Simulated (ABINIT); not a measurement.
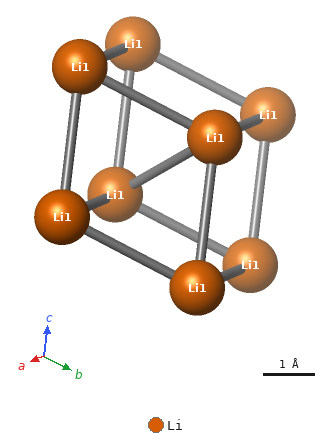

The structure (ball-and-stick view of the cell of the calculation, seen slightly off an axis; atoms are numbered from 1 in the order of the input).

**Band-structure run, with input and output: Li (part 1 of 3)**

Li (Im-3m, 1 atom in the cell), computed with Kohn-Sham DFT of a periodic cell, AM05, JTH PAW PBE v2.0, no spin polarisation (ABINIT 10.8.3).

The structure derives from an entry of the Crystallography Open Database.

**Output**
```
.Version 10.8.3 of ABINIT
 DATASET    1 : space group Im -3 m (#229); Bravais cI (body-center cubic)
================================================================================
 Values of the parameters that define the memory need for DATASET  1.
     intxc =       0    ionmov =       0      iscf =      17    lmnmax =       9
     lnmax =       5     mgfft =      20  mpssoang =       2    mqgrid =    3001
     natom =       1  nloc_mem =       2    nspden =       1   nspinor =       1
    nsppol =       1      nsym =      48    n1xccc =       1    ntypat =       1
    occopt =       3   xclevel =       2
       mpw =         414          nfft =        8000          nkpt =          56
 PAW method is used; the additional fine FFT grid is defined by:
   mgfftf=        30    nfftf =     27000
================================================================================
================================================================================

 DATASET    2 : space group Im -3 m (#229); Bravais cI (body-center cubic)
================================================================================
 Values of the parameters that define the memory need for DATASET  2.
     intxc =       0    ionmov =       0      iscf =      -2    lmnmax =       9
     lnmax =       5     mgfft =      20  mpssoang =       2    mqgrid =    3001
     natom =       1  nloc_mem =       2    nspden =       1   nspinor =       1
    nsppol =       1      nsym =      48    n1xccc =       1    ntypat =       1
    occopt =       3   xclevel =       2
       mpw =         420          nfft =        8000          nkpt =          35
 PAW method is used; the additional fine FFT grid is defined by:
   mgfftf=        30    nfftf =     27000
================================================================================
================================================================================

--------------------------------------------------------------------------------
------------- Echo of variables that govern the present computation ------------
--------------------------------------------------------------------------------
 -outvars: echo values of preprocessed input variables --------
            acell      1.0000000000E+00  1.0000000000E+00  1.0000000000E+00 Bohr
              amu      6.94100000E+00
             ecut      1.50000000E+01 Hartree
           enunit           1
           getden1          0
           getden2          1
             iscf1         17
             iscf2         -2
              ixc     -120135
           jdtset        1    2
           kptopt1          1
           kptopt2         -5
         kptrlatt       11    0    0      0   11    0      0    0   11
          kptrlen1     6.31746261E+01
          kptrlen2     3.00000000E+01
            natom           1
            nband1          6
            nband2         10
           nbdbuf1          0
           nbdbuf2          2
           ndtset           2
           ndivsm1          0
           ndivsm2          6
            ngfft          20      20      20
          ngfftdg          30      30      30
             nkpt1         56
             nkpt2         35
            nstep         100
             nsym          48
           ntypat           1
           occopt           3
        pawecutdg      3.00000000E+01 Hartree
         pawxcdev           0
        prtebands           0
           prteig1          0
           prteig2          1
           prtpot1          1
           prtpot2          0
         prtvclmb1          1
         prtvclmb2          0
           prtvha1          1
           prtvha2          0
           prtvol1          0
           prtvol2         -3
            prtwf           0
            rprim     -3.3158079446E+00  3.3158079446E+00  3.3158079446E+00
                       3.3158079446E+00 -3.3158079446E+00  3.3158079446E+00
                       3.3158079446E+00  3.3158079446E+00 -3.3158079446E+00
           shiftk1     0.00000000E+00  0.00000000E+00  0.00000000E+00
           shiftk2     5.00000000E-01  5.00000000E-01  5.00000000E-01
          spgroup         229
           tolvrs1     1.00000000E-09
           tolvrs2     0.00000000E+00
           tolwfr1     0.00000000E+00
           tolwfr2     1.00000000E-12
           tsmear      1.83747000E-03 Hartree
            typat      1
           useylm           1
            znucl        3.00000

================================================================================

 chkinp: Checking input parameters for consistency, jdtset=   1.

 chkinp: Checking input parameters for consistency, jdtset=   2.

================================================================================
== DATASET  1 ==================================================================

--- !DatasetInfo
iteration_state: {dtset: 1, }
dimensions: {natom: 1, nkpt: 56, mband: 6, nsppol: 1, nspinor: 1, nspden: 1, mpw: 414, }
cutoff_energies: {ecut:  15.0, pawecutdg:  30.0, }
electrons: {nelect:   3.00000000E+00, charge:   0.00000000E+00, occopt:   3.00000000E+00, tsmear:   1.83747000E-03, }
meta: {optdriver: 0, ionmov: 0, optcell: 0, iscf: 17, paral_kgb: 0, }
...

 Real(R)+Recip(G) space primitive vectors, cartesian coordinates (Bohr,Bohr^-1):
 R(1)= -3.3158079  3.3158079  3.3158079  G(1)=  0.0000000  0.1507928  0.1507928
 R(2)=  3.3158079 -3.3158079  3.3158079  G(2)=  0.1507928  0.0000000  0.1507928
 R(3)=  3.3158079  3.3158079 -3.3158079  G(3)=  0.1507928  0.1507928  0.0000000
 Unit cell volume ucvol=  1.4582369E+02 bohr^3
 Angles (23,13,12)=  1.09471221E+02  1.09471221E+02  1.09471221E+02 degrees

 Coarse grid specifications (used for wave-functions):

 getcut: wavevector=  0.0000  0.0000  0.0000  ngfft=  20  20  20
         ecut(hartree)=     15.000   => boxcut(ratio)=   2.00241

 Fine grid specifications (used for densities):

 getcut: wavevector=  0.0000  0.0000  0.0000  ngfft=  30  30  30
         ecut(hartree)=     30.000   => boxcut(ratio)=   2.11858

--- Pseudopotential description ------------------------------------------------
- pspini: atom type   1  psp file is ./Li.GGA_PBE-JTH.xml
 Pseudopotential format is: paw10
 basis_size (lnmax)=  5 (lmn_size=  9), orbitals=   0   0   0   1   1
 Spheres core radius: rc_sph= 1.60264751
 Shapefunction is BESSEL type: shapef(r,l)=aa(1,l)*jl(q(1,l)*r)+aa(2,l)*jl(q(2,l)*r)
 Radius for shape functions =  1.30023672
 Compensation charge density is not taken into account in XC energy/potential

   1.71693665E+01                                ecore*ucvol(ha*bohr**3)
--------------------------------------------------------------------------------

================================================================================

--- !BeginCycle
iteration_state: {dtset: 1, }
solver: {iscf: 17, nstep: 100, nline: 4, wfoptalg: 10, }
tolerances: {tolvrs: 1.00E-09, }
...

     iter   Etot(hartree)      deltaE(h)  residm     nres2
 ETOT  1  -7.4435688283306    -7.444E+00 2.424E-01 2.005E-01
 ETOT  2  -7.4361060029071     7.463E-03 3.745E-03 2.164E-02
 ETOT  3  -7.4357962311715     3.098E-04 6.460E-04 9.754E-03
 ETOT  4  -7.4357377341169     5.850E-05 7.630E-04 1.032E-05
 ETOT  5  -7.4357379223084    -1.882E-07 5.111E-04 2.293E-05
 ETOT  6  -7.4357376320283     2.903E-07 2.522E-04 7.749E-07
 ETOT  7  -7.4357376191874     1.284E-08 2.563E-04 8.072E-09
 ETOT  8  -7.4357376182062     9.811E-10 2.197E-04 2.985E-10

 At SCF step    8       nres2   =  2.99E-10 < tolvrs=  1.00E-09 =>converged.

 Cartesian components of stress tensor (hartree/bohr^3)
  sigma(1 1)=  2.06193907E-05  sigma(3 2)=  0.00000000E+00
  sigma(2 2)=  2.06193907E-05  sigma(3 1)=  0.00000000E+00
  sigma(3 3)=  2.06193907E-05  sigma(2 1)=  0.00000000E+00

--- !ResultsGS
iteration_state: {dtset: 1, }
comment   : Summary of ground state results
lattice_vectors:
- [ -3.3158079,   3.3158079,   3.3158079, ]
- [  3.3158079,  -3.3158079,   3.3158079, ]
- [  3.3158079,   3.3158079,  -3.3158079, ]
lattice_lengths: [   5.74315,    5.74315,    5.74315, ]
lattice_angles: [109.471, 109.471, 109.471, ] # degrees, (23, 13, 12)
lattice_volume:   1.4582369E+02
convergence: {deltae:  9.811E-10, res2:  2.985E-10, residm:  2.197E-04, diffor: null, }
etotal    :  -7.43573762E+00
entropy   :   0.00000000E+00
fermie    :  -7.51286362E-03
cartesian_stress_tensor: # hartree/bohr^3
- [  2.06193907E-05,   0.00000000E+00,   0.00000000E+00, ]
- [  0.00000000E+00,   2.06193907E-05,   0.00000000E+00, ]
- [  0.00000000E+00,   0.00000000E+00,   2.06193907E-05, ]
pressure_GPa:  -6.0664E-01
xred      :
- [  0.0000E+00,   0.0000E+00,   0.0000E+00, Li]
cartesian_forces: # hartree/bohr
- [ -0.00000000E+00,  -0.00000000E+00,  -0.00000000E+00, ]
force_length_stats: {min:   0.00000000E+00, max:   0.00000000E+00, mean:   0.00000000E+00, }
...

 Integrated electronic density in atomic spheres:
 ------------------------------------------------
 Atom  Sphere_radius  Integrated_density
    1        1.60265          2.04286725

================================================================================

 ----iterations are completed or convergence reached----

 Mean square residual over all n,k,spin=   10.806E-07; max=  21.975E-05
 reduced coordinates (array xred) for    1 atoms
       0.000000000000      0.000000000000      0.000000000000
 rms dE/dt=  0.0000E+00; max dE/dt=  0.0000E+00; dE/dt below (all hartree)
    1       0.000000000000      0.000000000000      0.000000000000

 cartesian coordinates (angstrom) at end:
    1      0.00000000000000     0.00000000000000     0.00000000000000

 cartesian forces (hartree/bohr) at end:
    1     -0.00000000000000    -0.00000000000000    -0.00000000000000
 frms,max,avg= 0.0000000E+00 0.0000000E+00   0.000E+00  0.000E+00  0.000E+00 h/b

 cartesian forces (eV/Angstrom) at end:
    1     -0.00000000000000    -0.00000000000000    -0.00000000000000
 frms,max,avg= 0.0000000E+00 0.0000000E+00   0.000E+00  0.000E+00  0.000E+00 e/A
 length scales=  1.000000000000  1.000000000000  1.000000000000 bohr
              =  0.529177210544  0.529177210544  0.529177210544 angstroms
 Fermi (or HOMO) energy (eV) =  -0.20444   Average Vxc (eV)=  -6.67284
 Eigenvalues (   eV  ) for nkpt=  56  k points:
 kpt#   1, nband=  6, wtk=  0.00075, kpt=  0.0000  0.0000  0.0000 (reduced coord)
 -46.01074   -3.69429   13.84822   13.84822   13.84822   18.41999
 prteigrs : prtvol=0 or 1, do not print more k-points.

--- !EnergyTerms
iteration_state     : {dtset: 1, }
comment             : Components of total free energy in Hartree
kinetic             :  1.50940944054129E+00
hartree             :  1.51348493763467E+00
xc                  : -5.89458095831174E-01
Ewald energy        : -2.46946608434595E+00
psp_core            :  1.17740581821717E-01
local_psp           : -3.49357389111942E+00
PAW spherical_terms : -4.02373528232971E+00
internal            : -7.43559839362857E+00
'-kT*entropy'       : -1.36909267839094E-04
total_energy        : -7.43573530289641E+00
total_energy_eV     : -2.02336665349991E+02
...

--- !EnergyTermsDC
iteration_state     : {dtset: 1, }
comment             : '"Double-counting" decomposition of free energy'
band_energy         : -3.43849350683458E+00
Ewald energy        : -2.46946608434595E+00
psp_core            :  1.17740581821717E-01
xc_dc               : -1.34318104059810E+00
PAW spherical_terms : -3.02200658981495E-01
internal            : -7.43560070893840E+00
'-kT*entropy'       : -1.36909267839094E-04
total_energy_dc     : -7.43573761820624E+00
total_energy_dc_eV  : -2.02336728352781E+02
...

 Cartesian components of stress tensor (hartree/bohr^3)
  sigma(1 1)=  2.06193907E-05  sigma(3 2)=  0.00000000E+00
  sigma(2 2)=  2.06193907E-05  sigma(3 1)=  0.00000000E+00
  sigma(3 3)=  2.06193907E-05  sigma(2 1)=  0.00000000E+00

-Cartesian components of stress tensor (GPa)         [Pressure= -6.0664E-01 GPa]
- sigma(1 1)=  6.06643420E-01  sigma(3 2)=  0.00000000E+00
- sigma(2 2)=  6.06643420E-01  sigma(3 1)=  0.00000000E+00
- sigma(3 3)=  6.06643420E-01  sigma(2 1)=  0.00000000E+00

================================================================================
== DATASET  2 ==================================================================

--- !DatasetInfo
iteration_state: {dtset: 2, }
dimensions: {natom: 1, nkpt: 35, mband: 10, nsppol: 1, nspinor: 1, nspden: 1, mpw: 420, }
cutoff_energies: {ecut:  15.0, pawecutdg:  30.0, }
electrons: {nelect:   3.00000000E+00, charge:   0.00000000E+00, occopt:   3.00000000E+00, tsmear:   1.83747000E-03, }
meta: {optdriver: 0, ionmov: 0, optcell: 0, iscf: -2, paral_kgb: 0, }
...

 mkfilename : getden/=0, take file _DEN from output of DATASET   1.

 Real(R)+Recip(G) space primitive vectors, cartesian coordinates (Bohr,Bohr^-1):
 R(1)= -3.3158079  3.3158079  3.3158079  G(1)=  0.0000000  0.1507928  0.1507928
 R(2)=  3.3158079 -3.3158079  3.3158079  G(2)=  0.1507928  0.0000000  0.1507928
 R(3)=  3.3158079  3.3158079 -3.3158079  G(3)=  0.1507928  0.1507928  0.0000000
 Unit cell volume ucvol=  1.4582369E+02 bohr^3
 Angles (23,13,12)=  1.09471221E+02  1.09471221E+02  1.09471221E+02 degrees

 Coarse grid specifications (used for wave-functions):

 getcut: wavevector=  0.0000  0.0000  0.0000  ngfft=  20  20  20
         ecut(hartree)=     15.000   => boxcut(ratio)=   2.00241

 Fine grid specifications (used for densities):

 getcut: wavevector=  0.0000  0.0000  0.0000  ngfft=  30  30  30
         ecut(hartree)=     30.000   => boxcut(ratio)=   2.11858
--------------------------------------------------------------------------------
```
